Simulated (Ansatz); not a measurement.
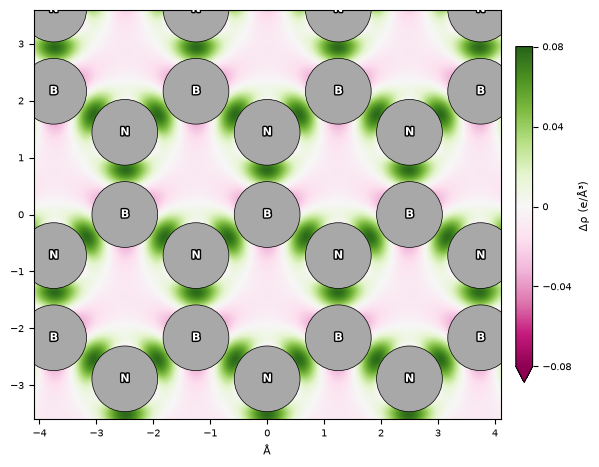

BN. Difference of the valence pseudo-densities of two functionals at the same geometry, on the (001) plane of the calculation cell: one of HF and HSE06 less the other.

Both computed with Ansatz (plane waves, PAW), on the same k-point mesh. Grey discs cover the atomic cores.

Q: Which was subtracted from which, and what does the map show?

A: It is HF less HSE06. Against HSE06, HF gives more density around N (+0.034 e/Å³ on average at 0.8 Å from the nucleus) and a change of +0.073 e/Å³ at the midpoint of B–N.
